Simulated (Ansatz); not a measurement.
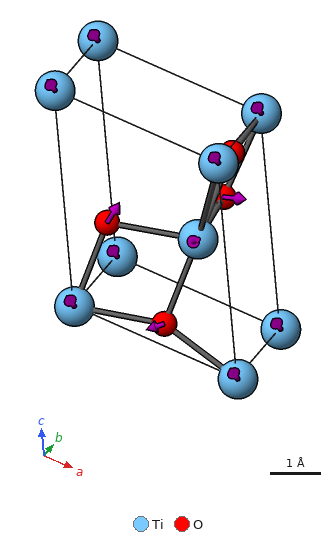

This is a relaxation of a crystal of TiO₂ (built on the database structure type). The starting structure is drawn; purple arrows show the displacements (the part carried along by the change of the cell is left out), magnified 10 times.

A ball-and-stick model of the cell of the calculation, reduced to other axes, seen slightly off an axis. Lengths and directions refer to the drawn axes.

Case: shaken.

Theory: DFT, PBEsol, plane waves, PAW in Ansatz. Set-up: plane-wave cutoff 420 eV; k-point mesh 6 × 6 × 6; occupations fermi dirac; smearing width 0.05 eV; no spin polarisation; cell and atoms relaxed; force threshold 0.01 eV/Å; at most 120 steps.

What happened in the run?

A Ti atom moves most relative to the cell: 0.064 Å along [−2 3 −2]. By element the largest moves are Ti 0.064 Å, O 0.062 Å. Cell: a 3.671 → 3.770 Å (+2.7 %), b 3.803 → 3.770 Å (−0.9 %), c 5.328 → 5.470 Å (+2.7 %), α 108.8° → 110.1°, β 109.1° → 110.2°, γ 91.1° → 90.0°. Volume +3.0 %. Among the contacts that change: Ti–Ti 2.885 → 3.042 Å, O–Ti 2.024 → 1.928 Å, O–Ti 1.843 → 1.928 Å, O–Ti 1.996 → 1.928 Å. Bond angles that change, for instance: Ti–O–Ti 150.1° → 155.7°, Ti–O–Ti 97.4° → 102.2°, Ti–O–Ti 160.3° → 155.7°. The space group (tolerance 0.01 Å) goes from P1 (No. 1) to I4_1/amd (No. 141). The energy falls by 32.6 meV per atom in 5 accepted moves (8 points after the start). Largest force component: 1.1 eV/Å at the start, 0.00015 eV/Å at the end. Pressure: 8.31 GPa at the start and 0.00 GPa at the end. The SCF was repeated 3 times at an unchanged geometry on a basis and grid sized afresh for the cell, which shifted the energy by 2.2 meV per atom at most. The run took 88 s on 2 threads of Arm Neoverse V1, on a shared host, peak memory 0.45 GiB.
